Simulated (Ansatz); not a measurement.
Al16Cu (slab)

Input file:

```
crystal:
  lattice:
    - [5.6324246412, 0.0, 0.0]
    - [0.0, 7.9654513166, 0.0]
    - [0.0, 0.0, 21.2293510975]
  atoms:
    - { symbol: Al, position: [0.25, 0.25, 0.1884183827] }
    - { symbol: Al, position: [0.25, 0.75, 0.1884183827] }
    - { symbol: Al, position: [0.75, 0.25, 0.1884183827] }
    - { symbol: Al, position: [0.75, 0.75, 0.1884183827] }
    - { symbol: Al, position: [0.0, 0.0, 0.2547466541] }
    - { symbol: Al, position: [0.0, 0.5, 0.2547466541] }
    - { symbol: Al, position: [0.5, 0.0, 0.2547466541] }
    - { symbol: Al, position: [0.5, 0.5, 0.2547466541] }
    - { symbol: Al, position: [0.25, 0.25, 0.3240951258] }
    - { symbol: Al, position: [0.25, 0.75, 0.3240951258] }
    - { symbol: Al, position: [0.75, 0.25, 0.3240951258] }
    - { symbol: Al, position: [0.75, 0.75, 0.3240951258] }
    - { symbol: Al, position: [0.0, 0.0, 0.3876402562] }
    - { symbol: Al, position: [0.0, 0.5, 0.3876402562] }
    - { symbol: Al, position: [0.5, 0.0, 0.3876402562] }
    - { symbol: Al, position: [0.5, 0.5, 0.3876402562] }
    - { symbol: Cu, position: [0.1666666667, 0.1875, 0.5289540432] }
basis:
  ecutwfc: 420
kpoints:
  mp_grid: { grid: [5, 4, 1] }
hamiltonian:
  xc: pbe
  dispersion: d3bj
scf:
  occupations: { method: gaussian, width: 0.1 }
output:
  forces: true
  eigenvalues: true
  write_density: true
  write_potential: true
  elf: true
  volumetric_format: npy
efield:
  axis: 3
  dipole_correction: true
  ramp_width: 0.04
```

Command:

```sh
ansatz run input.yaml --threads 1 --pin off --max-ram 3072MiB --backend cpu --events-out ev --progress --plain --runs-dir out
```

Not relaxed (largest force 1.0 eV/Å); computed without spin polarisation.

Level of theory: Ansatz 0.2.0, DFT PBE+D3(BJ), scalar-relativistic, plane waves, PAW.

Core electrons are frozen (PAW), and the valence fields are smoothed inside the atomic spheres.

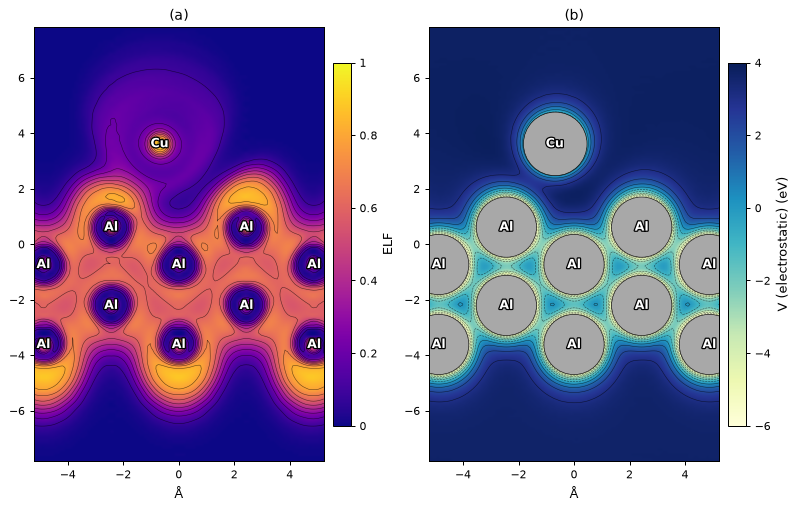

Figure 1. (a) ELF; (b) electrostatic potential energy of an electron on the (11̄0) plane of the calculation cell, a cut from vacuum to vacuum. Grey discs cover the atomic cores in the potential map.

> What does the map show?

The section cuts through Al and Cu sites. Al–Al (2.79 Å): the ELF peaks at about 0.70 between the atoms. Al–Cu (3.48 Å): the ELF is about 0.40 at the midpoint. Al–Al (2.85 Å): the ELF peaks at about 0.60 between the atoms. The features right at Cu lie inside the PAW spheres, where the map follows smoothed inner orbitals and isn't to be read closely. Outside the cores the potential energy rises away from the atoms and is highest in the vacuum; its zero is arbitrary.

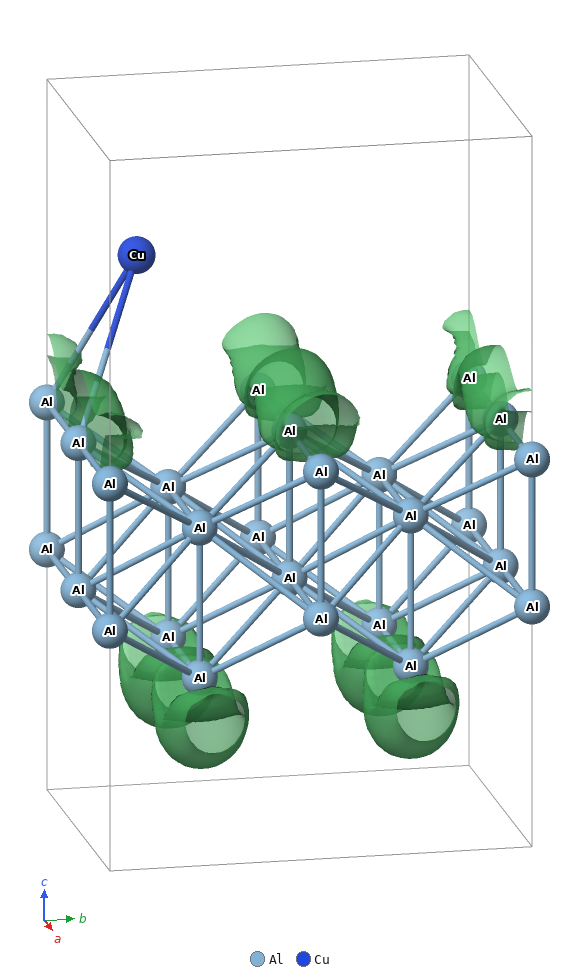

Figure 2. Isosurface of the electron localisation function at 0.75 (green), seen slightly off an axis. Core shells and regions of very low density are left out. Sticks mark near contacts.

> Describe the localisation domains.

The surface consists of channels that run through the cell in one direction, counted in one cell of 17 atoms. Counts are for one cell; the picture repeats the cell along the surface.

> Metal or insulator at this level of theory?

It is metallic or semimetallic at this level of theory: no gap opens.
